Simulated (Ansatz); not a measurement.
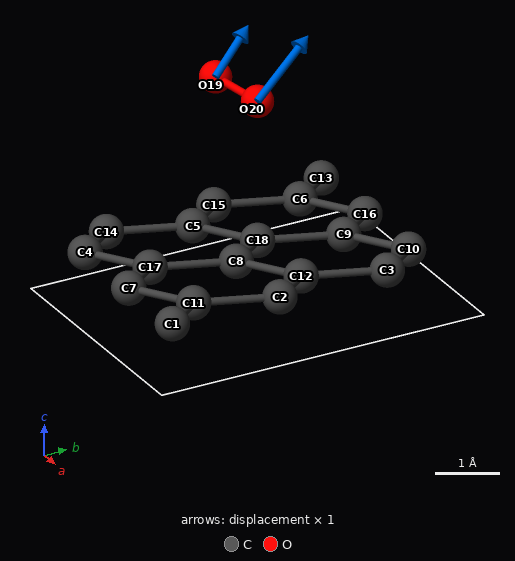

This is a constrained relaxation of a slab of composition C₉O (cut from the R-3m phase). The starting structure is drawn; blue arrows show the displacements, at their true length.

The picture is a ball-and-stick view of the cell of the calculation, outlined in the plane, without the vacuum (origin shifted), seen slightly off an axis.

Case: 1 O2 a cell, tilted, over a top C site. The slab is the (0 0 1) face of C with O2 on it. 1 atoms are held fixed.

All numbers below come from DFT PBE+D3(BJ), scalar-relativistic, plane waves, PAW in Ansatz 0.2.0. (plane-wave cutoff 420 eV; k-point mesh 3 × 3 × 1; occupations gaussian; smearing width 0.05 eV; collinear spin; dipole correction; atoms relaxed in a fixed cell; force threshold 0.04 eV/Å; at most 100 steps)

What did the optimiser do to the structure, and how much energy did it gain?

Answer. The energy falls by 0.555 eV per cell of the calculation in 15 accepted moves (21 points after the start). The largest force component goes from 1.3 to 0.0063 eV/Å. The line search rejected the trial steps at points 8, 10, 17 of the run. 3 steps only repeated the SCF at the same geometry. The forces were under the threshold at step 12, but the run went on from there. O20 moves most: 1.41 Å at 50° to the normal (+c side). Largest moves by element: O 1.41 Å, C 0.01 Å. The lattice vectors keep their values. Some distances before and after: O19–O20 1.235 → 1.224 Å. The run may lie on a higher electronic state than the lowest, so the end point isn't shown to be the ground-state structure.

Limits of the set-up: the periodic images lie only 7.4 Å apart, so the values are limited by the cell's size.
